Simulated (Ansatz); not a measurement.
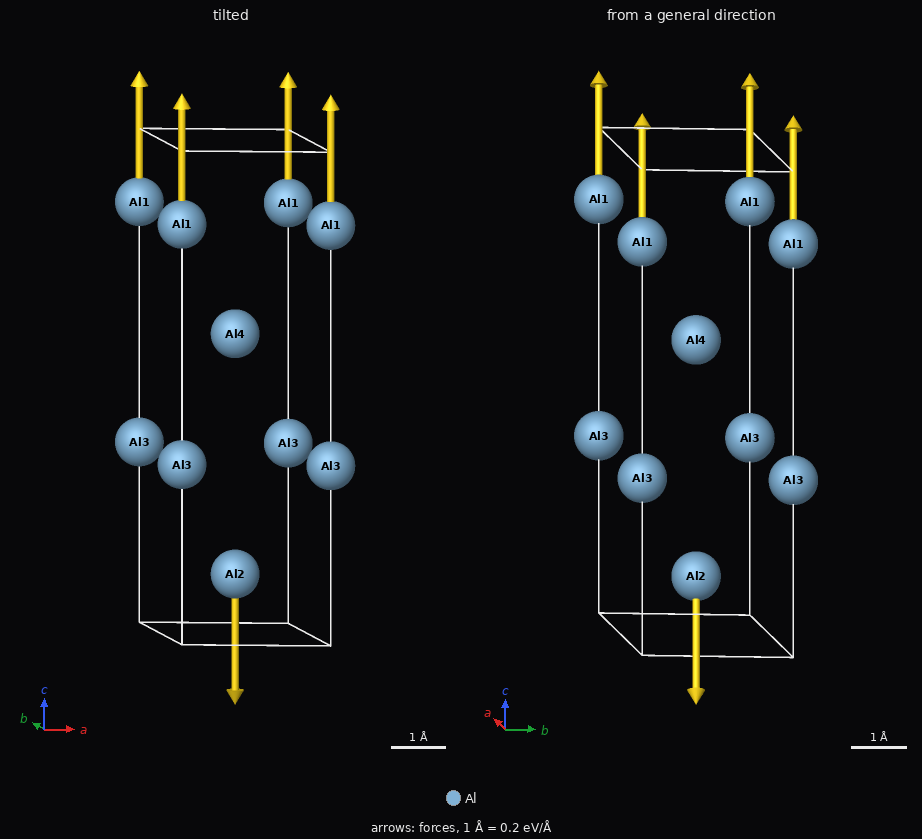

Crystal structure, spheres-only style, seen slightly off an axis and from a general direction. The frame is the simulation cell; atoms at its boundary are shown with their periodic copies. The arrows are the computed forces on the atoms.

System: Al. Calculation details: Ansatz 0.2.0, DFT PBEsol, scalar-relativistic, plane waves, PAW; a cutoff energy of 420 eV, a 22×22×7 grid in reciprocal space, Gaussian smearing of 0.15 eV, no spin polarisation.

**Would an optimiser stop at this geometry?**

No. The atoms still feel forces of up to about 0.41 eV/Å, far above a usual threshold of 0.01 to 0.03 eV/Å.

**Where is the maximum force, and how large is it?**

Al1 and Al2, about 0.41 eV/Å.

The cell started as a structure listed in the Materials Project. The cell was then strained or its atoms displaced on purpose. It went into a calculation with Ansatz.
